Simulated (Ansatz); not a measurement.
Single-point calculation, with input and output: AlAs (part 2 of 2)

AlAs (slab, 16 atoms in the cell); DFT PBE+D3(BJ), scalar-relativistic, plane waves, PAW, no spin polarisation (Ansatz 0.2.0); cutoff 420 eV, 2×2×1 k-mesh, Gaussian smearing of 0.05 eV. The structure derives from an entry of the Crystallography Open Database. It belongs to a series of runs on one base structure; here: the slab at its places in the relaxed adsorbed structure.

Geometry of the input (Å; fractional positions):
```
8.0104  0.0000  0.0000
-4.0052  6.9372  0.0000
0.0000  0.0000  25.3177
As 0.5000  0.0000  0.3160
As 0.5000  0.5000  0.3160
As 0.0000  0.0000  0.3160
As -0.0000  0.5000  0.3160
Al 0.1667  0.8333  0.3483
Al 0.1667  0.3333  0.3483
Al 0.6667  0.8333  0.3483
Al 0.6667  0.3333  0.3483
As 0.6716  0.8350  0.4482
As 0.6695  0.3333  0.4505
As 0.1600  0.8347  0.4492
As 0.1598  0.3237  0.4489
Al 0.3312  0.6647  0.4633
Al 0.3364  0.1676  0.4790
Al 0.8295  0.6642  0.4822
Al 0.8301  0.1632  0.4826
```

Output, continued
```
--- Forces (eV/Å), atoms counted from 1 ---
  atom   1  As    -0.01296736    -0.03430672     0.60240886
  atom   2  As    -0.03481635     0.00366795     0.60316665
  atom   3  As     0.00561165    -0.00020836     0.44453476
  atom   4  As     0.02717449     0.01496831     0.59669663
  atom   5  Al    -0.15191095     0.07966810    -0.83533868
  atom   6  Al    -0.00958908    -0.17045835    -0.85722790
  atom   7  Al     0.16654590     0.10055863    -0.93344307
  atom   8  Al     0.01975039     0.01099344    -0.69924418
  atom   9  As     0.17813861     0.09654415     0.70710634
  atom  10  As     0.02234030     0.01192781     0.54325626
  atom  11  As    -0.15699572     0.07251196     0.60650075
  atom  12  As    -0.00664758    -0.16961062     0.62820811
  atom  13  Al    -0.01665886    -0.01147937    -0.11472295
  atom  14  Al    -0.01965235    -0.01144957    -0.44086224
  atom  15  Al     0.01494880    -0.02232968    -0.42947941
  atom  16  Al    -0.02526940     0.02899903    -0.42161028
  max |Σ_I F_I| component: 5.03e-5 eV/Å
--- Band table (eV) ---
  k-point 0: bands = ["-37.2360", "-37.2282", "-37.2203", "-37.2199", "-37.2194", "-37.2161", "-37.2114", "-37.2109", "-37.2053", "-37.2046", "-37.2034", "-37.2028", "-37.1887", "-37.1880", "-37.1865", "-37.1841", "-37.1836", "-37.1804", "-37.1778", "-37.1769", "-35.6539", "-35.6509", "-35.6439", "-35.6432", "-35.6411", "-35.6404", "-35.6357", "-35.6261", "-35.6261", "-35.6140", "-35.6127", "-35.6114", "-35.6101", "-35.5984", "-35.5972", "-35.4668", "-35.4613", "-35.4609", "-35.4429", "-35.4425", "-14.0028", "-12.9131", "-12.9005", "-12.8775", "-12.0625", "-11.0155", "-11.0064", "-10.9039", "-8.0477", "-7.9084", "-7.8830", "-6.5894", "-6.5764", "-6.5557", "-6.4784", "-4.5639", "-4.5311", "-4.3941", "-4.3193", "-4.2714", "-4.2308", "-3.2630", "-3.2577", "-3.2390", "-2.5631", "-2.5421", "-2.5375", "-2.5270", "-2.4901", "-2.2301", "-1.4213", "-1.4209", "-1.0535", "-1.0421", "-0.9560", "-0.6584", "-0.3332", "-0.2590", "-0.2289", "-0.0505", "1.0752", "1.1922", "1.2249", "1.3030", "1.5948", "1.6057", "1.7044", "1.9176"]
  k-point 1: bands = ["-37.2359", "-37.2282", "-37.2202", "-37.2199", "-37.2195", "-37.2161", "-37.2114", "-37.2109", "-37.2052", "-37.2046", "-37.2034", "-37.2029", "-37.1885", "-37.1879", "-37.1866", "-37.1839", "-37.1839", "-37.1804", "-37.1776", "-37.1773", "-35.6538", "-35.6509", "-35.6439", "-35.6432", "-35.6411", "-35.6404", "-35.6357", "-35.6261", "-35.6261", "-35.6140", "-35.6126", "-35.6114", "-35.6102", "-35.5984", "-35.5972", "-35.4668", "-35.4613", "-35.4609", "-35.4429", "-35.4425", "-13.5586", "-13.5200", "-12.9294", "-12.9048", "-11.6295", "-11.5732", "-11.0212", "-10.9479", "-7.5997", "-7.5261", "-6.6879", "-6.4618", "-6.2896", "-6.2352", "-5.7608", "-5.5796", "-5.5116", "-5.4877", "-4.2522", "-4.2325", "-4.0334", "-3.9949", "-3.9186", "-3.8716", "-3.7854", "-3.7357", "-2.4308", "-2.3336", "-2.0998", "-2.0374", "-1.8604", "-1.7709", "-1.3065", "-1.2009", "-0.9466", "-0.3817", "0.2645", "0.3773", "1.2195", "1.4959", "1.6275", "1.7149", "2.1039", "2.2085", "2.3274", "2.3874", "2.7230", "2.8423"]
  k-point 2: bands = ["-37.2359", "-37.2282", "-37.2203", "-37.2199", "-37.2194", "-37.2161", "-37.2113", "-37.2109", "-37.2053", "-37.2046", "-37.2034", "-37.2029", "-37.1886", "-37.1879", "-37.1865", "-37.1842", "-37.1837", "-37.1804", "-37.1778", "-37.1770", "-35.6539", "-35.6509", "-35.6439", "-35.6432", "-35.6411", "-35.6404", "-35.6357", "-35.6261", "-35.6261", "-35.6140", "-35.6127", "-35.6114", "-35.6101", "-35.5984", "-35.5972", "-35.4668", "-35.4613", "-35.4609", "-35.4429", "-35.4425", "-13.5572", "-13.5218", "-12.9200", "-12.9137", "-11.6346", "-11.5666", "-11.0276", "-10.9433", "-7.6071", "-7.5110", "-6.7174", "-6.4303", "-6.3080", "-6.2178", "-5.7889", "-5.5615", "-5.5260", "-5.4779", "-4.2660", "-4.2004", "-4.0419", "-3.9834", "-3.9349", "-3.8593", "-3.7866", "-3.7384", "-2.4554", "-2.3032", "-2.1052", "-2.0330", "-1.8769", "-1.7672", "-1.3481", "-1.1056", "-1.0101", "-0.3737", "0.2509", "0.4006", "1.1817", "1.5718", "1.6119", "1.7185", "2.0779", "2.2000", "2.3314", "2.3770", "2.7320", "2.8373"]
  k-point 3: bands = ["-37.2359", "-37.2282", "-37.2202", "-37.2199", "-37.2195", "-37.2161", "-37.2114", "-37.2109", "-37.2052", "-37.2046", "-37.2034", "-37.2029", "-37.1885", "-37.1879", "-37.1866", "-37.1840", "-37.1838", "-37.1804", "-37.1775", "-37.1773", "-35.6538", "-35.6509", "-35.6439", "-35.6432", "-35.6411", "-35.6404", "-35.6357", "-35.6261", "-35.6261", "-35.6140", "-35.6126", "-35.6114", "-35.6102", "-35.5984", "-35.5972", "-35.4668", "-35.4613", "-35.4609", "-35.4429", "-35.4425", "-13.5595", "-13.5192", "-12.9306", "-12.9033", "-11.6285", "-11.5743", "-11.0201", "-10.9491", "-7.6001", "-7.5295", "-6.6819", "-6.4632", "-6.2845", "-6.2384", "-5.7593", "-5.5822", "-5.5120", "-5.4893", "-4.2456", "-4.2341", "-4.0314", "-3.9966", "-3.9167", "-3.8734", "-3.7859", "-3.7371", "-2.4283", "-2.3390", "-2.0991", "-2.0382", "-1.8615", "-1.7760", "-1.2983", "-1.2143", "-0.9399", "-0.3816", "0.2652", "0.3757", "1.2362", "1.4943", "1.6295", "1.7158", "2.1076", "2.2074", "2.3245", "2.3897", "2.7097", "2.8385"]
```

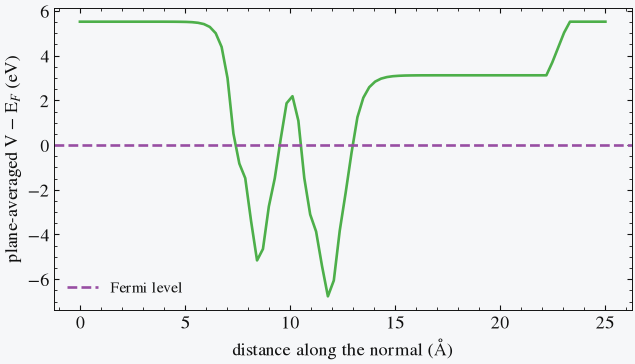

Fig. 1: Plane average of the electrostatic potential energy of an electron across the cell, from the Fermi level. The vacuum level lies 3.12 eV above the Fermi level on the upper side and 5.52 eV on the lower.

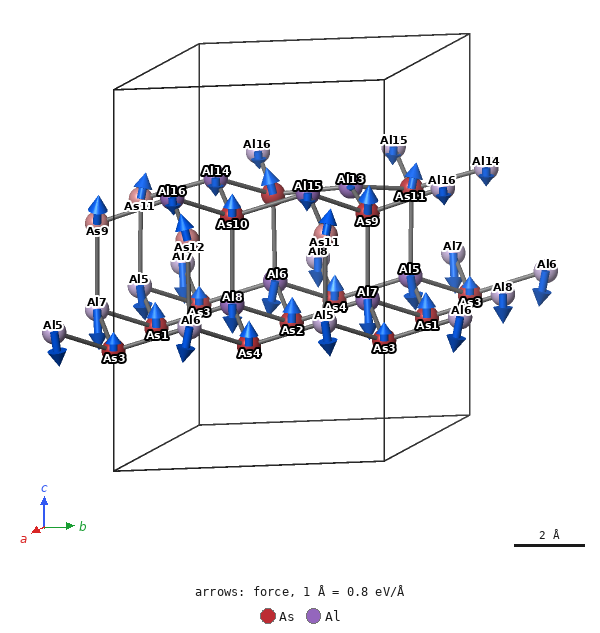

Fig. 2: Forces on the atoms as blue arrows (ball-and-stick view of the cell of the calculation, with the vacuum cut short, seen slightly off an axis; neighbours outside the cell are drawn fainter; atoms are numbered from 1 in the order of the input). The largest act on Al7 (0.95 eV/Å); Al6 (0.87 eV/Å); Al5 (0.85 eV/Å); As9 (0.74 eV/Å), among others. The geometry is not a stationary point of this energy.

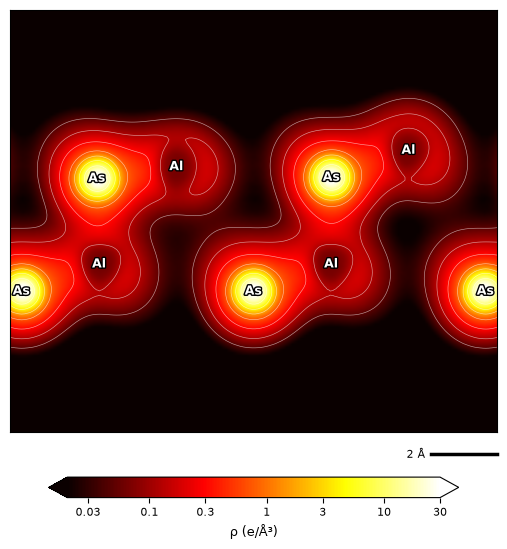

Fig. 3: Valence pseudo-density on the (110) plane of the calculation cell, a cut from vacuum to vacuum. The section cuts through As and Al sites. Al–As (2.39 Å): ρ at the midpoint is about 0.53 e/Å³. Al–As (2.45 Å): the density is about 0.48 e/Å³ at the midpoint. Al–As (2.55 Å): ρ at the midpoint is about 0.36 e/Å³. Al–As (2.59 Å): ρ at the midpoint is about 0.34 e/Å³. The density dies away to nearly zero in the vacuum. In a PAW calculation such maps are meaningful between the atoms, not at the nuclei.

Key numbers

| quantity | value |
| --- | --- |
| outcome | converged |
| electrons treated | 144 |
| free energy | −43152.3166 eV |
| work function, top face | 3.12 eV |
| work function, bottom face | 5.52 eV |
| Fermi energy | −1.378 eV |
| gap on the k-point mesh | 0.07 eV |
| work function (upper face) | 3.12 eV |
| largest force (length of the vector) | 0.954 eV/Å |
| wall time | 5.6 s (CPU time 20 s) |
| peak memory | 2.8 GiB |
